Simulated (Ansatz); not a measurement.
Lu: several calculations on one system

## 1. Relaxation

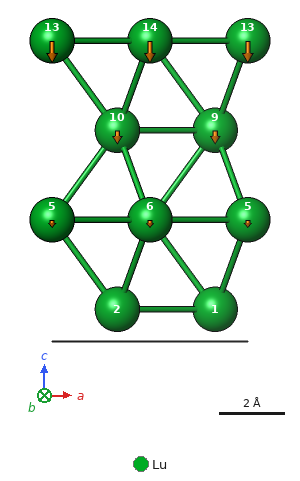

This is a constrained relaxation of a slab of composition Lu. The starting structure is drawn; orange arrows show the displacements, at their true length.

A ball-and-stick model of the cell of the calculation, outlined in the plane, without the vacuum, seen along the b axis.

The run prepares the start of a later molecular dynamics calculation, from a guessed geometry. 4 atoms are held fixed.

Level of theory: Ansatz 0.2.0, DFT LDA, scalar-relativistic, plane waves, PAW. (plane-wave cutoff 420 eV; k-point mesh 2 × 2 × 1; occupations fermi dirac; smearing width 0.15 eV; no spin polarisation; atoms relaxed in a fixed cell; force threshold 0.08 eV/Å; at most 25 steps)

Question: What happened in the run?

Answer: The energy falls by 0.757 eV per cell of the calculation in 4 geometry steps. Largest force component: 0.54 eV/Å at the start, 0.028 eV/Å at the end. The largest moves, 0.70 Å, are those of Lu atoms. The cell stays as it was. Some distances before and after: Lu–Lu 3.442 → 3.237 Å, Lu–Lu 3.442 → 3.293 Å.

Limits of the set-up: the k-point mesh is coarse for a cell with partly filled bands.

## 2. Dynamics

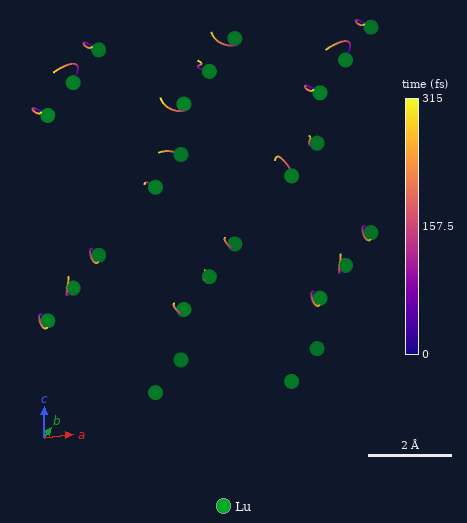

A Born-Oppenheimer molecular dynamics run of a slab of Lu(0001) (16 atoms in the cell), 315 fs long. Lines trace each atom's path, coloured by time; spheres stand at the starting positions. Fixed atoms have no trace. Seen slightly off an axis in the simulation cell, with the vacuum cut short.

Level of theory: DFT LDA, scalar-relativistic, plane waves, PAW (Ansatz 0.2.0). Set-up: plane-wave cutoff 420 eV; k-point mesh 2 × 2 × 1; Fermi-Dirac smearing 0.15 eV; 4 atoms held fixed; Nosé-Hoover thermostat (NVT); set temperature 900 K; time step 4.5 fs; thermostat time 200.0 fs.

Input file:
```yaml
crystal:
  lattice:
    - [7.02, 0.0, 0.0]
    - [3.51, 6.079498, 0.0]
    - [0.0, 0.0, 21.345025]
  atoms:
    - { symbol: Lu, position: [-0.16666667, 0.33333334, 0.0468493] }
    - { symbol: Lu, position: [0.33333331, 0.33333334, 0.0468493] }
    - { symbol: Lu, position: [-0.16666669, 0.83333336, 0.0468493] }
    - { symbol: Lu, position: [0.3333333, 0.83333336, 0.0468493] }
    - { symbol: Lu, position: [0.0, 0.0, 0.16508419] }
    - { symbol: Lu, position: [0.49999999, 0.0, 0.16508419] }
    - { symbol: Lu, position: [-1.0e-08, 0.50000001, 0.16508419] }
    - { symbol: Lu, position: [0.49999997, 0.50000001, 0.16508419] }
    - { symbol: Lu, position: [-0.16666667, 0.33333334, 0.28665963] }
    - { symbol: Lu, position: [0.33333331, 0.33333334, 0.28665963] }
    - { symbol: Lu, position: [-0.16666669, 0.83333336, 0.28665963] }
    - { symbol: Lu, position: [0.3333333, 0.83333336, 0.28665963] }
    - { symbol: Lu, position: [0.0, 0.0, 0.40483111] }
    - { symbol: Lu, position: [0.49999999, 0.0, 0.40483111] }
    - { symbol: Lu, position: [-1.0e-08, 0.50000001, 0.40483111] }
    - { symbol: Lu, position: [0.49999997, 0.50000001, 0.40483111] }
basis:
  ecutwfc: 420.0
kpoints:
  mp_grid: { grid: [2, 2, 1] }
hamiltonian:
  xc: lda
scf:
  occupations: { method: fermi_dirac, width: 0.15 }
  lower_state_search: "off"
md:
  timestep: 4.5
  n_steps: 70
  ensemble: nvt_nose_hoover
  temperature: 900.0
  initial_velocities: maxwell_boltzmann
  seed: 450968
  nose_hoover: { tau: 200.0, chain_length: 5 }
  constraints: [{ sites: [0, 1, 2, 3] }]
```

Launched with:
```bash
ansatz run input.yaml --threads 4 --pin off --max-ram 10240MiB --backend cpu --events-out ev --progress --plain --runs-dir out
```

**Describe the motion.**

Root-mean-square distances from the starting positions over the second half, with the common drift of all atoms taken out: Lu 0.33 Å. That is small against the typical shortest distance between atoms in the first frame, about 3.2 Å: the atoms vibrate about their sites and the arrangement holds. Over the second half the temperature averages 610 K (spread ±105 K). That is still far from the set 900 K: the thermostat hasn't settled it within this run. The temperature is still climbing (254 K in the second quarter, 535 K in the last), so the run isn't equilibrated. The potential energy is still drifting at the end, so the run hasn't reached equilibrium. The potential energy in the second half lies on average 52.5 meV per atom above the first frame.

Limits of the set-up: the k-point mesh is coarse for a cell with partly filled bands.

Cost: 19 min on 4 threads of Arm Neoverse V2, with other jobs on the host, peak memory 3.8 GiB.

## 3. Dynamics

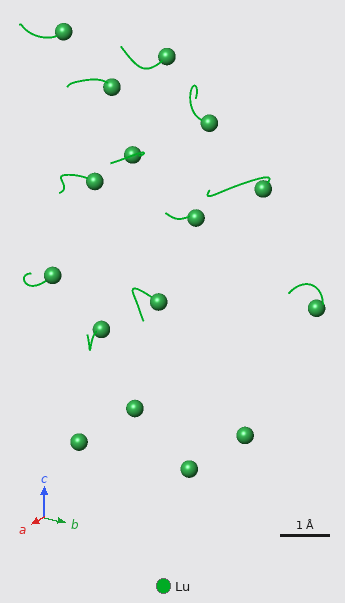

Molecular dynamics of a slab of Lu(0001) (16 atoms in the cell), 330 fs long. It starts from the last geometry of an earlier run, with fresh velocities. Lines trace each atom's path, in the colour of its element; spheres stand at the starting positions. Fixed atoms have no trace. Seen slightly off an axis in the simulation cell, with the vacuum cut short.

Level of theory: Ansatz, DFT LDA, scalar-relativistic, plane waves, PAW. Run with plane-wave cutoff 420 eV; k-point mesh 2 × 2 × 1; Fermi-Dirac smearing 0.15 eV; 4 atoms held fixed; constant energy (NVE); velocities drawn for 1800 K; time step 3 fs.

The input:
```yaml
crystal:
  lattice:
    - [7.02, 0.0, 0.0]
    - [3.51, 6.079498, 0.0]
    - [0.0, 0.0, 21.345025]
  atoms:
    - { symbol: Lu, position: [-0.16666667, 0.33333334, 0.0468493] }
    - { symbol: Lu, position: [0.33333331, 0.33333334, 0.0468493] }
    - { symbol: Lu, position: [-0.16666669, 0.83333336, 0.0468493] }
    - { symbol: Lu, position: [0.3333333, 0.83333336, 0.0468493] }
    - { symbol: Lu, position: [0.00236678, -0.01014931, 0.15973161] }
    - { symbol: Lu, position: [0.46155447, 0.02530689, 0.17129215] }
    - { symbol: Lu, position: [-0.01969281, 0.50941895, 0.17818455] }
    - { symbol: Lu, position: [0.48159802, 0.51627934, 0.17257447] }
    - { symbol: Lu, position: [-0.23463837, 0.37035862, 0.30362133] }
    - { symbol: Lu, position: [0.2986368, 0.30592871, 0.29537909] }
    - { symbol: Lu, position: [-0.19965625, 0.84722577, 0.29519858] }
    - { symbol: Lu, position: [0.24430618, 0.8704507, 0.28820408] }
    - { symbol: Lu, position: [-0.02347189, -0.0029933, 0.40934147] }
    - { symbol: Lu, position: [0.40508483, 0.04664518, 0.41125829] }
    - { symbol: Lu, position: [-0.07734653, 0.52787282, 0.41647628] }
    - { symbol: Lu, position: [0.45004319, 0.53767483, 0.41588788] }
basis:
  ecutwfc: 420.0
kpoints:
  mp_grid: { grid: [2, 2, 1] }
hamiltonian:
  xc: lda
scf:
  occupations: { method: fermi_dirac, width: 0.15 }
  lower_state_search: "off"
md:
  timestep: 3
  n_steps: 110
  ensemble: nve
  temperature: 1800.0
  initial_velocities: maxwell_boltzmann
  seed: 810795
  constraints: [{ sites: [0, 1, 2, 3] }]
```

Launched with:
```bash
ansatz run input.yaml --threads 4 --pin off --max-ram 10240MiB --backend cpu --events-out ev --progress --plain --runs-dir out
```

Question: What do the traces tell about the motion?

Answer: Root-mean-square distances from the starting positions over the second half, with the common drift of all atoms taken out: Lu 0.77 Å. Against the typical shortest distance between atoms in the first frame, about 3.1 Å these are large excursions, but over 330 fs one can't yet tell strong vibration from the start of diffusion. Over the second half the temperature averages 1286 K (spread ±150 K). The potential energy in the second half lies on average 49.9 meV per atom above the first frame.

Limits of the set-up: the k-point mesh is coarse for a cell with partly filled bands.

The run took 29 min on 4 threads of Arm Neoverse V2, with other jobs on the host, peak memory 3.9 GiB.
